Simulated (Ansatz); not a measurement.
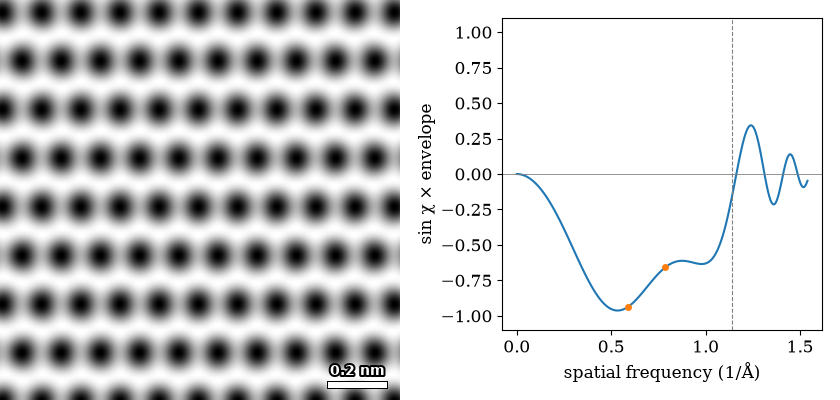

Phase-contrast TEM-like image of Ir (I4_1/amd, No. 141) along [110]. Simulated in the weak-phase-object approximation with neutral-atom potentials: 200 kV, Cs = 20 µm, defocus −85 Å (negative is underfocus), defocus spread 12 Å, aperture 1.14 1/Å. Model: coordinates from a relaxation with DFT r2SCAN, scalar-relativistic, plane waves, PAW (Ansatz 0.2.0); the starting structure was generated, so it need not be a known form of this composition.

The plot gives the contrast transfer function, the aperture (dashed) and the crystal's spatial frequencies that carry visible contrast (dots).

Q: What point resolution do these settings give, and which lattice spacings pass?

A: About 0.9 Å (0.66 |Cs|^(1/4) λ^(3/4) with λ = 0.0251 Å). The spacings that carry visible contrast are {220} at 1.70 Å, {112} at 1.27 Å.

Q: Do the atom columns appear dark or bright, and why?

A: Dark. With positive Cs and underfocus sin χ is negative over the pass band, so the strongest columns (Ir) come out darker than the background.
